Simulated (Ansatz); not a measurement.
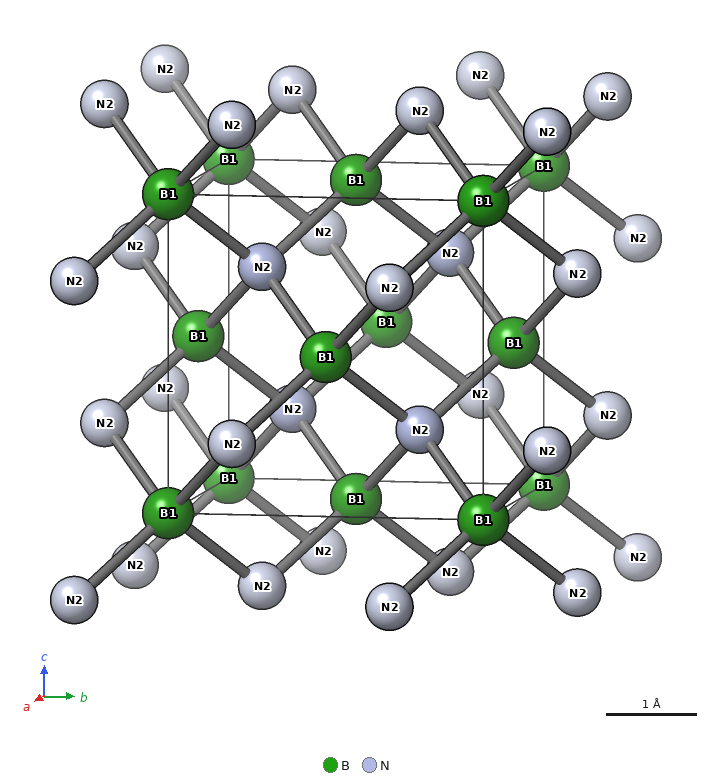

Fig. 1: The starting structure (ball-and-stick view of the cell 4 times as large as that of the calculation, set on its symmetry axes, seen slightly off an axis; neighbours outside the cell are drawn fainter; atoms are numbered from 1 in the order of the input). Near neighbours in the crystal (not all of them lie inside the picture): B has 4 N at 1.56 Å; N has 4 B at 1.56 Å.

## Run report: BN, geometry relaxation

BN (2 atoms in the cell), computed with DFT PBEsol, scalar-relativistic, plane waves, PAW, no spin polarisation (Ansatz 0.2.0).

The structure was made by swapping elements on the sites of another compound; it need not be a known phase. It belongs to a series of runs on one base structure; here: Al -> B, P -> N on all its sites, cell and atoms relaxed. Figures and captions count atoms from 1; the log counts them from 0 in places.

What the program printed
```
Engine: ansatz 0.2.0, x86_64-unknown-linux-gnu
Pseudopotentials: kind: paw
Pseudopotential: B, paw, valence charge 3, recommended cutoff 420 eV (normal), B.paw.azcp
Pseudopotential: N, paw, valence charge 5, recommended cutoff 420 eV (normal), N.paw.azcp
Functional definition: PBEsol
  exchange = pbesol_x
  correlation = pbesol_c
Crystal: 2 atoms, lattice volume = 11.719 Å³
Basis set: ecut = 420 eV, 259 PW (Γ), exchange–correlation on 36×36×36 points (8 copies of the dense FFT grid, shifted against one another)
Bands: 8, of which v1, the nominal top of the filled ones, is band 4 counted from 1 (3 counted from 0)
Symmetry: 24 space group operations
Space group: F-43m (ITA 216), of the structure as read, at distance tolerance 2.3e-5 Å
k-points: 72 of 1728 (time reversal used)
Non-local potential: B, projectors of the file, l = 0: 2, l = 1: 2, l = 2: 1
Non-local potential: N, projectors of the file, l = 0: 2, l = 1: 2, l = 2: 1
PAW form: soft (Blöchl's): semilocal exchange-correlation on the pseudo side does not see the compensation charge
PAW frozen core: B, regenerated for the run's functional, and the local potential with it (the file was generated under x = pbe(κ = 0.804, μ = 0.2195149727645171), c = pbe(β = 0.06672455060314922))
PAW frozen core: N, regenerated for the run's functional, and the local potential with it (the file was generated under x = pbe(κ = 0.804, μ = 0.2195149727645171), c = pbe(β = 0.06672455060314922))
PAW one-centre angular grid: B, 110 points (default); XC on 64 Gauss nodes
PAW one-centre angular grid: N, 110 points (default); XC on 64 Gauss nodes
Initial density: superposition of atomic densities (neutral atoms: chi_scale 0, normalization atom), corrected by the library's trained network
Initial wavefunctions: pseudopotential atomic-orbital guess
Functional: x = pbesol(κ = 0.804, μ = 0.12345679012345678), c = pbesol(β = 0.046)
SCF iter   1: F=—  HF=-533.839001 eV  |F-HF|=—  |Δ(HF+E_count)|=         —  Δρ=9.12e-3  dr2=7.44e-3  ethr=1.77e-3  ⟨swp⟩=4.7  Hψ=3700  notcnv=0
preconditioner: auto → none  [insulator: Δε(μ)=4.216 eV  Ē_g=20.031 eV  σ=0.020 eV  W_gap=1.00  n_scr=0 (ndim 8)  ℏωp=30.7 eV  f_vac=0.000  D(μ)=0.00/eV (n_scr^D=0)  ε∞_Penn≈3.3]
SCF iter   2: F=—  HF=-533.836736 eV  |F-HF|=—  |Δ(HF+E_count)|=   2.27e-3  Δρ=2.56e-3  dr2=5.87e-4  ethr=9.29e-5  ⟨swp⟩=2.3  Hψ=1516  notcnv=0
SCF iter   3: F=—  HF=-533.836564 eV  |F-HF|=—  |Δ(HF+E_count)|=   1.72e-4  Δρ=8.44e-4  dr2=5.91e-5  ethr=7.33e-6  ⟨swp⟩=2.9  Hψ=960  notcnv=0
SCF iter   4: F=—  HF=-533.836552 eV  |F-HF|=—  |Δ(HF+E_count)|=   1.12e-5  Δρ=1.52e-4  dr2=1.45e-6  ethr=7.39e-7  ⟨swp⟩=2.0  Hψ=864  notcnv=0
iter 5 did not close the SCF: its close was put off for the readings that it lacked (scf_convergence_deferred on its scf_iter line)
SCF iter   5: F=-533.836553 eV  HF=-533.836553 eV  |F-HF|=2.67e-9  |Δ(HF+E_count)|=   1.82e-7  Δρ=9.32e-6  dr2=3.56e-9  ethr=1.81e-8  ⟨swp⟩=2.0  Hψ=857  notcnv=0
SCF iter   6: F=-533.836553 eV  HF=-533.836553 eV  |F-HF|=2.74e-11  |Δ(HF+E_count)|=   2.96e-9  Δρ=8.01e-7  dr2=1.54e-11  ethr=4.45e-11  ⟨swp⟩=4.2  Hψ=2690  notcnv=0
SCF 1 converged in 6 iterations: F = -533.836553 eV  dr2 = 1.54e-11
  greatest PAW one-centre occupation: 0.785 electrons in one spin orbital (limit 2), on the N atom at site 1 (counted from 0), in its partial waves of l = 0
relax step   1: F+E_penalty+E_count = -533.83655267 eV  Δ(F+E_penalty+E_count) = +0.000e0 eV  max|allowed force component| = 4.903e-16 eV/Å  Δτ_max = 0.0000 Å  P = -0.003 GPa  Ω = 11.719 Å³  (6 SCF iters, accepted)
Initial density: handed on by an earlier stage of this run
Initial wavefunctions: pseudopotential atomic-orbital guess (no wavefunctions were taken with the density)
iter 1 solved again at ethr=6.33e-9 eV; its pass at ethr=3.10e-3 eV (dr2=5.06e-7 eV) is discarded
SCF iter   1: F=—  HF=-533.836552 eV  |F-HF|=—  |Δ(HF+E_count)|=         —  Δρ=8.70e-7  dr2=1.87e-11  ethr=6.33e-9  ⟨swp⟩=3.0  Hψ=5537  notcnv=0
preconditioner: auto → none  [insulator: Δε(μ)=4.298 eV  Ē_g=20.055 eV  σ=0.020 eV  W_gap=1.00  n_scr=0 (ndim 8)  ℏωp=30.7 eV  f_vac=0.000  D(μ)=0.00/eV (n_scr^D=0)  ε∞_Penn≈3.3]
SCF iter   2: F=-533.836553 eV  HF=-533.836553 eV  |F-HF|=5.68e-12  |Δ(HF+E_count)|=   9.13e-7  Δρ=4.13e-7  dr2=6.41e-12  ethr=1.00e-12  ⟨swp⟩=7.1  Hψ=3158  notcnv=0
SCF 2 converged in 2 iterations: F = -533.836553 eV  dr2 = 6.41e-12
relax step   2: F+E_penalty+E_count = -533.83655267 eV  Δ(F+E_penalty+E_count) = -4.547e-13 eV  max|allowed force component| = 4.302e-16 eV/Å  Δτ_max = 0.0000 Å  P = -0.003 GPa  Ω = 11.719 Å³  stress off target by 2.62e-3 GPa  SCF on the basis re-selected at this cell (its energy is not comparable with the rows above)  (2 SCF iters)
basis re-selected at this cell: Δ(F+E_penalty+E_count) = -4.547e-13 eV, ΔP = -0.000 GPa vs the last step (what re-selecting the basis moved, of the pressure what is left beyond the Pulay correction that the steps carried, after the strain that the cell walked since its last selection, with what the two solves' SCF thresholds leave and, on support functions, any second-order correction that the steps lacked; it is no measure of the basis error at this ecutwfc). This SCF's stress stands 2.62e-3 GPa from its target on what of the cell is left free (relax.cell.stress_tol is 1.00e-1 GPa) and its largest allowed force component is 4.30e-16 eV/Å (relax.f_tol is 1.00e-2 eV/Å): within both
SCF converged after 2 iterations
Free energy (F): -533.836553 eV
Harris-Foulkes:  -533.836553 eV  (|F-HF|=5.68e-12)
Internal energy: -533.836553 eV  (E = F + TS)
E sigma→0 (E₀):  -533.836553 eV
Fermi energy:    13.407969 eV
--- Per-component energies (eV) ---
  E_band       = 26.596472
  E_kinetic    = 185.423236
  E_local      = -173.624304  (includes V_loc(G=0)·N_el)
  E_nonlocal   = 56.769293
  E_hartree    = 48.234146
  E_xc         = -92.783122
  E_vxc        = -115.834989  (∫ρ·V_xc dr)
  E_paw        = -198.588249  (= ΣΔE_a)
  E_vpaw       = -22.605144  (= ΣTr[D̂ρ^β])
  E_aug_tail   = 0.000101  (compensation charges beyond the density's cutoff)
  E_ewald      = -359.310463
  E_core_change = 0.042810  (= ΣΔE_core)
  E_smearing   = -0.000000  (= −TS)
  E_closure    = -0.000000  (closes the sum)
  Σ components = -533.836553   (vs F -533.836553, Δ=0.00e0)
--- Forces (eV/Å), atoms counted from 1 ---
  atom   1  B     -0.00000000     0.00000000     0.00000000
  atom   2  N      0.00000000    -0.00000000     0.00000000
  max |Σ_I F_I| component: 6.20e-16 eV/Å
--- Stress (GPa, compression-positive) ---
       -0.002623       0.000000      -0.000000
        0.000000      -0.002623       0.000000
       -0.000000       0.000000      -0.002623
  P = ⅓ Tr σ = -0.0026 GPa (-0.026 kbar)
--- Band table (eV; the first three rows and the last of 72) ---
  k-point 0: bands = ["-9.0814", "11.2590", "11.2590", "11.2590", "20.0657", "20.0657", "20.0657", "21.6248"]
  k-point 1: bands = ["-8.9103", "10.3372", "11.0768", "11.0768", "20.2735", "20.3435", "20.3435", "22.1973"]
  k-point 2: bands = ["-8.4032", "8.2130", "10.6304", "10.6304", "20.5951", "20.9852", "20.9852", "23.5252"]
  k-point 71: bands = ["-3.0571", "3.6272", "4.1549", "4.6226", "20.7360", "24.5941", "25.6359", "26.0276"]
--- Relaxed structure (1 steps of the walk, 1 accepted, 1 SCFs on fresh bases) ---
  F+E_penalty+E_count = -533.83655267 eV   max|allowed force component| = 4.302e-16 eV/Å   (the final SCF, on the basis selected at the relaxed cell)
  cell:  # Å, volume = 11.7193 Å³
    - [0.0, 1.8028427264, 1.8028427264]
    - [1.8028427264, 0.0, 1.8028427264]
    - [1.8028427264, 1.8028427264, 0.0]
  atoms:
    - { symbol: B, position: [0.0, 0.0, 0.0] }
    - { symbol: N, position: [0.7499999999999999, 0.7499999999999999, 0.7499999999999999] }
```

Trajectory as extended XYZ (Å, eV, eV/Å), 2 frames, from step=1 to step=2
```
2
Lattice="0.0000 1.8028 1.8028 1.8028 0.0000 1.8028 1.8028 1.8028 0.0000" Properties=species:S:1:pos:R:3:forces:R:3 step=1 energy=-533.83655 pressure_GPa=-0.00
B     0.0000    0.0000    0.0000    0.0000   0.0000   0.0000
N     2.7043    2.7043    2.7043    0.0000   0.0000   0.0000
2
Lattice="0.0000 1.8028 1.8028 1.8028 0.0000 1.8028 1.8028 1.8028 0.0000" Properties=species:S:1:pos:R:3:forces:R:3 step=2 energy=-533.83655 pressure_GPa=-0.00
B     0.0000    0.0000    0.0000    0.0000   0.0000   0.0000
N     2.7043    2.7043    2.7043    0.0000   0.0000   0.0000
```

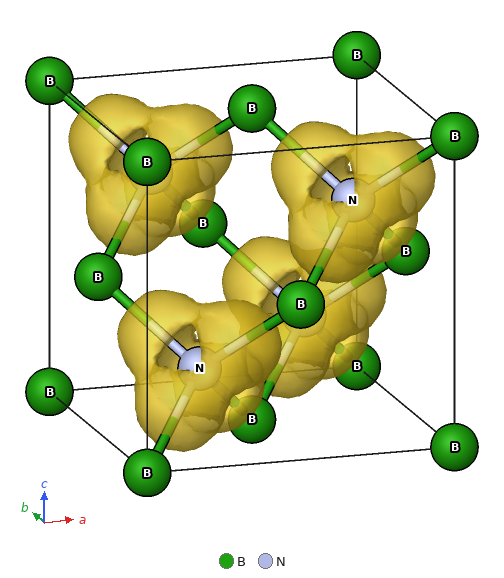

Fig. 2: Isosurface of the ELF at 0.75 (yellow), seen slightly off an axis. Core shells and regions of very low density are left out. Sticks mark near contacts. The outline is the cell set on symmetry axes. Values along the shortest contacts: In a PAW calculation such maps are meaningful between the atoms, not at the nuclei.

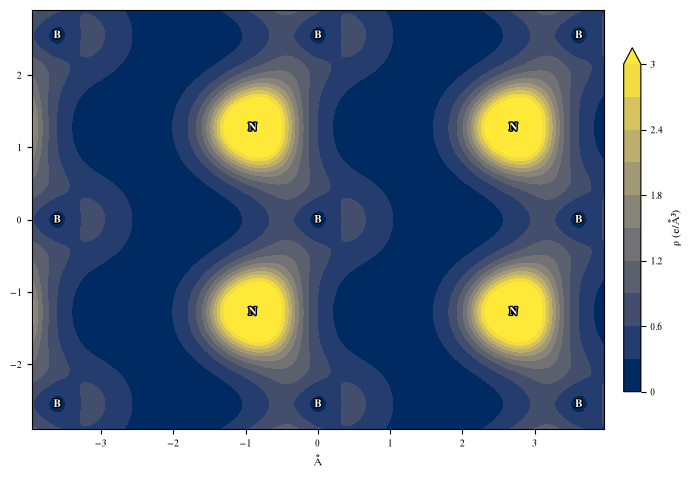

Fig. 3: Valence pseudo-density on the (110) plane of the conventional cell. Atoms in the plane: B and N. B–N (1.56 Å): ρ is about 1.4 e/Å³ halfway. Away from the nuclei the density in this plane falls to 0.09 e/Å³ at its lowest.

This output came from the following input.

Input file
```yaml
crystal:
  lattice:
    - [0.0, 1.8028427264, 1.8028427264]
    - [1.8028427264, 0.0, 1.8028427264]
    - [1.8028427264, 1.8028427264, 0.0]
  atoms:
    - { symbol: B, position: [0.0, 0.0, 0.0] }
    - { symbol: "N", position: [0.75, 0.75, 0.75] }
basis:
  ecutwfc: 420
kpoints:
  mp_grid: { grid: [12, 12, 12] }
hamiltonian:
  xc: pbesol
scf:
  occupations: { method: gaussian, width: 0.02 }
output:
  forces: true
  stress: true
  eigenvalues: true
  write_density: true
  write_potential: true
  elf: true
  volumetric_format: npy
relax:
  adjacent_minimum: "off"
  f_tol: 0.01
  max_steps: 60
  cell: { stress_tol: 0.1 }
```

Launched with:
```bash
ansatz run input.yaml --threads 1 --pin off --max-ram 2560MiB --backend cpu --events-out ev --progress --plain --runs-dir out
```

Results in brief

- outcome: converged
- space group (tolerance 0.01 Å): F-43m (216)
- electrons treated: 8
- free energy: −533.8366 eV
- Fermi energy: 13.408 eV
- gap on the k-point mesh: 4.30 eV
- pressure: 0.00 GPa
- final volume: 11.72 Å³
- largest force (length of the vector) at the end: under 0.001 eV/Å
- final cell: a = 2.550 Å, b = 2.550 Å, c = 2.550 Å, α = 60.00°, β = 60.00°, γ = 60.00°
- hardware: 1 thread of AMD EPYC (Zen 5), 32 GiB of memory available, shared host
- wall time: 0.83 s
- peak memory: 0.34 GiB
